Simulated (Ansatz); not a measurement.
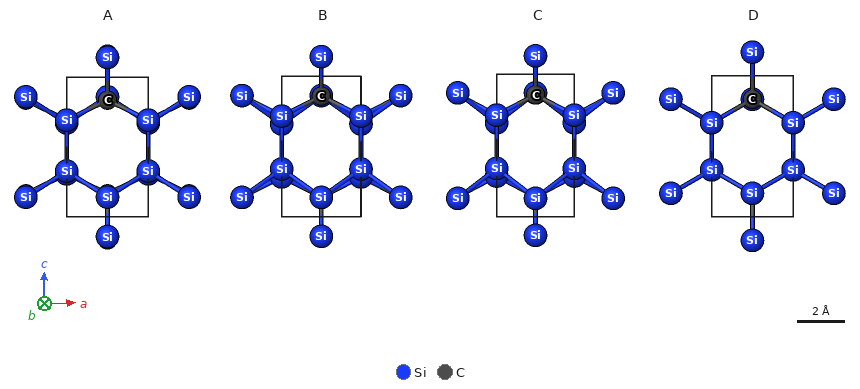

4 geometries from one relaxation of a crystal of Si₃C (set up in Pmc2_1), in shuffled order. The picture is a ball-and-stick view of the cell of the calculation, seen along the b axis.

Case: 2 of 8 Si sites taken by C, cell and atoms relaxed.

Method: DFT r2SCAN, scalar-relativistic, plane waves, PAW (Ansatz). Set-up: plane-wave cutoff 500 eV; k-point mesh 8 × 6 × 6; occupations gaussian; smearing width 0.02 eV; no spin polarisation; cell and atoms relaxed; force threshold 0.015 eV/Å; at most 60 steps.

Q: Put them in the order of the run, from the start to the converged end.

A: D, A, C, B. They are steps 0, 1, 2, 6, at +3.421 eV per cell of the calculation, +0.567 eV per cell of the calculation, +65.3 meV per cell of the calculation relative to the last. Over 5 accepted moves (6 points after the start) the energy falls by 3.421 eV per cell of the calculation. The largest force component goes from 4.1 to 0.0053 eV/Å. The pressure goes from 3.70 to −0.06 GPa. The SCF was repeated once at an unchanged geometry on a basis and grid sized afresh for the cell, which shifted the energy by 0.5 meV per cell of the calculation at most. The largest moves relative to the cell, 0.35 Å, are those of Si atoms. By element the largest moves are Si 0.35 Å, C 0.15 Å. The drawn cell changes as follows: a 3.500 → 3.408 Å (−2.6 %), b 5.799 → 5.681 Å (−2.0 %), c 6.062 → 6.043 Å (−0.3 %); the volume changes by −4.9 %. Near-neighbour distances that change, for instance: Si–Si 3.500 → 3.090 Å, C–Si 2.169 → 1.934 Å, C–Si 2.149 → 1.918 Å, Si–Si 2.149 → 2.337 Å. Among the angles between lasting bonds that change: Si–Si–Si 109.9° → 94.9°, Si–Si–Si 109.1° → 96.6°, C–Si–C 109.1° → 118.5°. The space group stays Pmc2_1 (No. 26). The run took 9.9 min on 1 thread of Intel(R) Xeon(R) Processor @ 2.50GHz (Skylake/Cascade Lake), on a shared host, peak memory 0.71 GiB.
